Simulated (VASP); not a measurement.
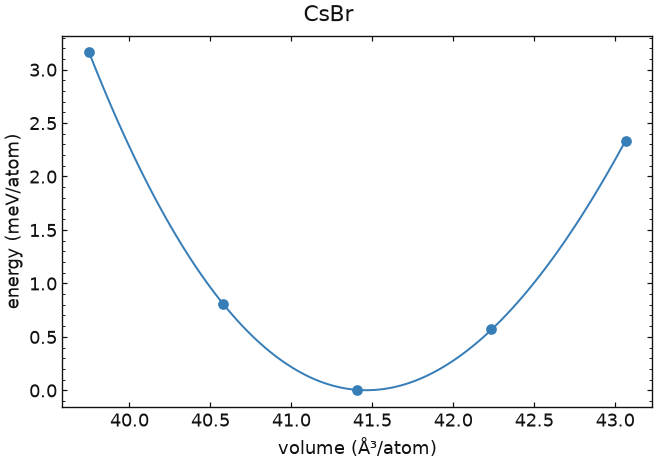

The picture above shows the energy against volume for CsBr, space group Pm-3m (No. 221).

The given structure:
```
CELL_PARAMETERS angstrom
4.35884 0.00000 0.00000
0.00000 4.35884 0.00000
0.00000 0.00000 4.35884
ATOMIC_POSITIONS crystal
Cs 0.00000 0.00000 0.00000
Br 0.50000 0.50000 0.50000
```

Computed with VASP 6.6.1: plane-wave DFT, no spin polarisation; energies at scaled volumes of the given cell, shape and fractions fixed, counted from the fit's minimum, third-order Birch-Murnaghan fit. Level: HSE06.

```tsv
setting	value
k mesh	4×4×4
occupations	Gaussian
smearing width	0.02 eV
potentials	VASP PAW PBE potentials, recommended
wave cutoff	520 eV
```

From this curve and the settings, what does the calculation give for the pressure at the same points?

The pressure falls from 0.60 GPa at volume 39.75 Å³/atom to −0.46 GPa at 43.06 Å³/atom, and changes sign near 41.41 Å³/atom.

```
volume (Å³/atom)  pressure (GPa)
           39.75            0.60
           40.58            0.28
           41.41            0.00
           42.24           -0.25
           43.06           -0.46
```
